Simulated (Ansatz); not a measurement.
Sb: several calculations on one system

**1. A change**

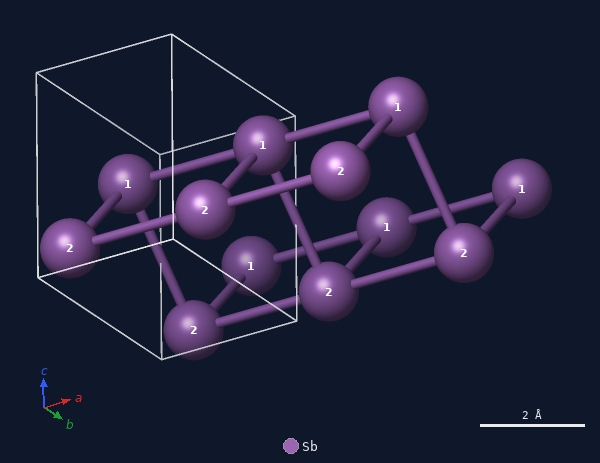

This is a symmetric starting cell of Sb. The picture is a ball-and-stick view of the cell of the calculation, repeated 2 × 2 × 1 with one cell outlined, seen from a free direction.

The calculation used Ansatz, DFT PBEsol, scalar-relativistic, plane waves, PAW. (plane-wave cutoff 420 eV; k-point mesh 14 × 10 × 10; occupations gaussian; smearing width 0.1 eV; no spin polarisation)

Now this is done to it. The cell is strained by +3.9 % along c, +2.7 % along b, +1.9 % along a (volume +8.7 %) and atoms are displaced by 0.03 Å relative to the cell: Sb1 0.03 Å along [2 0 −1]. No relaxation follows. The starting cell wasn't computed here and needn't be at equilibrium, so pressure and forces aren't due to the change alone.

> What does the calculation give for the changed structure?

Some distances before and after: Sb–Sb 3.040 → 3.163 Å, Sb–Sb 3.152 → 3.231 Å, Sb–Sb 3.122 → 3.184 Å. The space group stays P2_1/m (No. 11). The pressure is −5.9 GPa (not all of it need come from the change, since the unchanged cell can be under pressure at this level too). The principal stresses (compression positive) are −5.5 GPa roughly along a, −5.7 GPa along b, −6.4 GPa along [−1 0 3]. The largest forces, 0.021 eV/Å, act on Sb1 and Sb2.

Drawn alike, the variant:

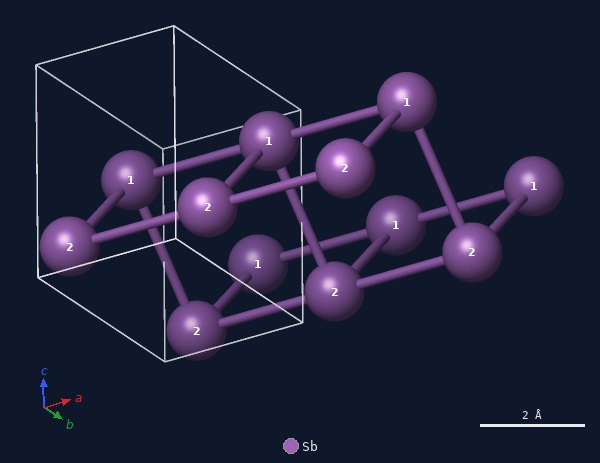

**2. A change**

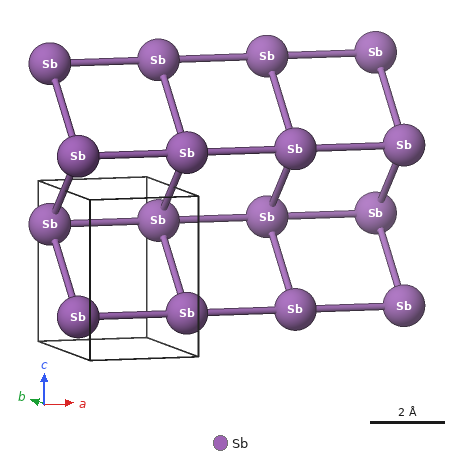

Reference structure: a symmetric starting cell of Sb. The picture is a ball-and-stick view of the cell of the calculation, repeated 3 × 1 × 2 with one cell outlined, seen slightly off an axis.

Method: Ansatz, DFT r2SCAN, scalar-relativistic, plane waves, PAW. Set-up: plane-wave cutoff 500 eV; k-point mesh 14 × 10 × 10; occupations gaussian; smearing width 0.1 eV; no spin polarisation.

The variant: All lengths are scaled by +2.3 % (volume +6.9 %), the atoms keeping their fractional coordinates. No relaxation follows. The starting cell wasn't computed here and needn't be at equilibrium, so pressure and forces aren't due to the change alone.

Input
```yaml
crystal:
  lattice:
    - [3.1929682852, 0.0, 0.0]
    - [0.0, 4.4457719068, 0.0]
    - [-0.039794479, 0.0, 4.5054242552]
  atoms:
    - { symbol: Sb, position: [0.988611, 0.75, 0.758834] }
    - { symbol: Sb, position: [0.011389, 0.25, 0.241166] }
basis:
  ecutwfc: 500
kpoints:
  mp_grid: { grid: [14, 10, 10] }
hamiltonian:
  xc: r2scan
scf:
  occupations: { method: gaussian, width: 0.1 }
output:
  forces: true
  stress: true
  eigenvalues: true
```

**What is the effect?**

Some distances before and after: Sb–Sb 3.152 → 3.223 Å, Sb–Sb 3.122 → 3.193 Å, Sb–Sb 3.040 → 3.109 Å. The space group stays P2_1/m (No. 11). The pressure is −4.0 GPa (not all of it need come from the change, since the unchanged cell can be under pressure at this level too). The principal stresses (compression positive) are −3.5 GPa along b, −3.9 GPa along c, −4.6 GPa along a. The largest forces, 0.055 eV/Å, act on Sb1 and Sb2; on Sb1 it points along [3 0 1].

The changed structure in the same view:

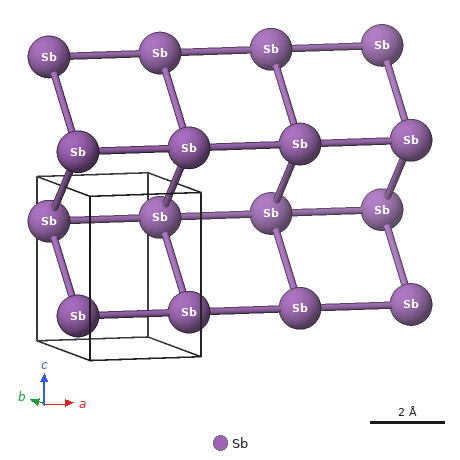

**3. Distortion**

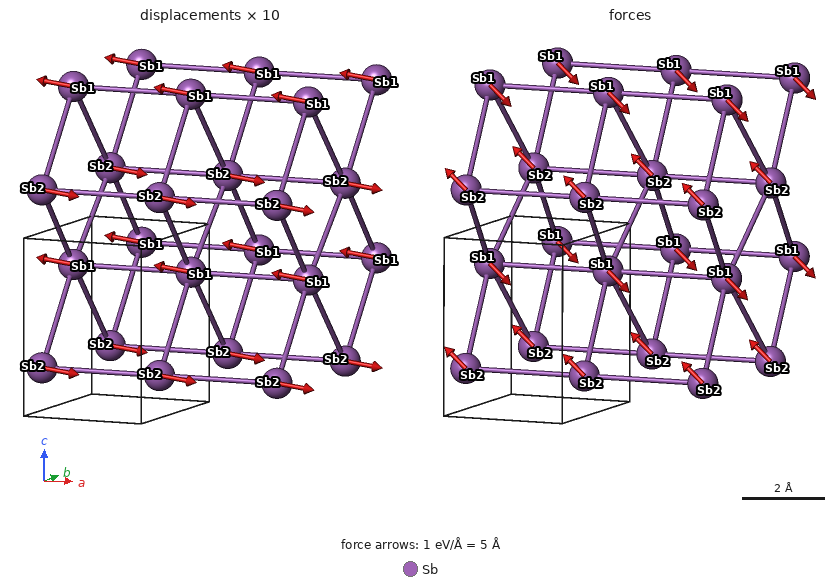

Left: a symmetric starting cell of Sb, with red arrows for the displacements applied to it (without the part that the change of the cell carries along). Right: the displaced structure with the computed forces. Besides, the cell is strained by +1.0 % along [3 0 1], +0.2 % along [1 0 −2], −0.9 % along b (volume +0.3 %). The picture is a ball-and-stick view of the cell of the calculation, repeated 2 × 2 × 2 with one cell outlined, seen slightly off an axis.

These are results of DFT PBEsol, scalar-relativistic, plane waves, PAW in Ansatz, not measurements. Set-up: plane-wave cutoff 420 eV; k-point mesh 14 × 10 × 10; occupations gaussian; smearing width 0.1 eV; no spin polarisation.

Describe the distortion and the response.

Answer. Atoms are displaced by 0.10 Å relative to the cell: Sb1 0.10 Å roughly along −a. No relaxation follows. The starting cell wasn't computed here and needn't be at equilibrium, so pressure and forces aren't due to the change alone. Some distances before and after: Sb–Sb 3.122 → 3.150 Å, Sb–Sb 3.152 → 3.172 Å, Sb–Sb 3.040 → 3.026 Å. The space group stays P2_1/m (No. 11). The pressure is −2.4 GPa (not all of it need come from the change, since the unchanged cell can be under pressure at this level too). The principal stresses (compression positive) are −1.5 GPa along b, −2.0 GPa along c, −3.6 GPa along a. The largest forces, 0.15 eV/Å, act on Sb1 and Sb2; on Sb1 it points along [3 0 −2]. The forces mostly point back along the displacements (cosine −0.82).
